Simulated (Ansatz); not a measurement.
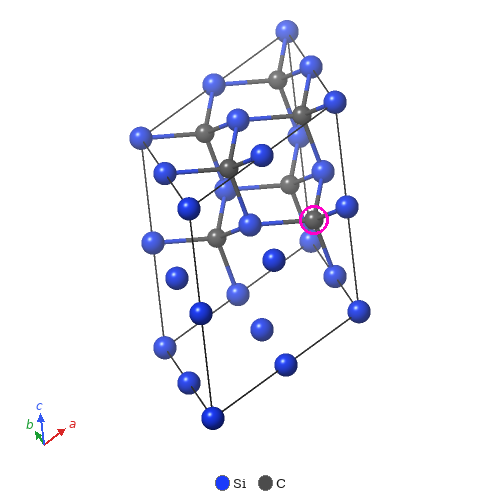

The system is SiC (F-43m phase) with one C vacancy (15 atoms in the cell, cell charge +4); the picture shows the reference structure. An atom moved over a plane that holds its own site and a neighbouring vacancy (x, y and z along the cube axes). First axis: path of C9 from its site (0) to the vacancy (1), 3.097 Å. Second axis: shift of C9 across the path, along the Cartesian direction [1 0 −1]. Nothing is relaxed (all other atoms held at the sites of the perfect crystal). The grid has 11 × 9 points; 21 points were computed and 71 follow by symmetry. At 7 points there is no value (left out of the scan, as a rule where atoms come close). Points are written as (first, second). All energies are given in eV per cell relative to the lowest grid point. The cell is charged on a uniform background, without a charge correction. The calculation used DFT PBE, scalar-relativistic, plane waves, PAW (Ansatz). Settings: cutoff 420 eV, k-mesh 6×6×6, gaussian smearing 0.05 eV, no spin polarisation.

Range: path of C9 from its site (0) to the vacancy (1), 3.097 Å from −0.125 to 1.125; shift of C9 across the path, along the Cartesian direction [1 0 −1] from −0.500 to 0.500 Å.

Q: What landscape does the calculation give?

A: The lowest grid point is at (0.000, 0.000 Å) [nearest 4 Si at 1.90 Å]; the map holds 2 wells of about this depth. No other kind of well shows on this grid. The highest grid point, (0.375, 0.000 Å) [nearest 1 Si at 1.16 Å], lies 17.3 eV above the lowest.

| second ↓, first → | −0.125 | 0.000 | 0.125 | 0.250 | 0.375 | 0.500 | 0.625 | 0.750 | 0.875 | 1.000 | 1.125 |
| --- | --- | --- | --- | --- | --- | --- | --- | --- | --- | --- | --- |
| 0.500 | 3.2 | 2.8 | 3.2 | 5.9 | 11.8 | 15.5 | 11.8 | 5.9 | 3.2 | 2.8 | 3.2 |
| 0.375 | 2.3 | 1.5 | 2.3 | 6.2 | 13.8 | – | 13.8 | 6.2 | 2.3 | 1.5 | 2.3 |
| 0.250 | 1.8 | 0.6 | 1.8 | 6.6 | 15.6 | – | 15.6 | 6.6 | 1.8 | 0.6 | 1.8 |
| 0.125 | 1.5 | 0.1 | 1.5 | 7.0 | 16.8 | – | 16.8 | 7.0 | 1.5 | 0.1 | 1.5 |
| 0.000 | 1.4 | 0.0 | 1.4 | 7.1 | 17.3 | – | 17.3 | 7.1 | 1.4 | 0.0 | 1.4 |
| −0.125 | 1.5 | 0.1 | 1.5 | 7.0 | 16.8 | – | 16.8 | 7.0 | 1.5 | 0.1 | 1.5 |
| −0.250 | 1.8 | 0.6 | 1.8 | 6.6 | 15.6 | – | 15.6 | 6.6 | 1.8 | 0.6 | 1.8 |
| −0.375 | 2.3 | 1.5 | 2.3 | 6.2 | 13.8 | – | 13.8 | 6.2 | 2.3 | 1.5 | 2.3 |
| −0.500 | 3.2 | 2.8 | 3.2 | 5.9 | 11.8 | 15.5 | 11.8 | 5.9 | 3.2 | 2.8 | 3.2 |

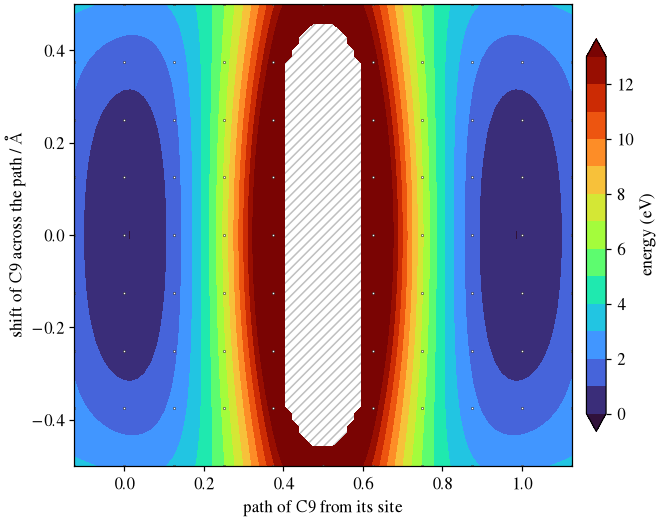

Drawn: filled contours, dots at the grid points, one colour for all values above the top of the scale, hatched blanks where no value was computed. Between grid points the surface is interpolated.

Time for the 21 points that were run: 13 min on 4 threads of Arm Neoverse N1, on a shared host.

PAW datasets: the set soft_1.
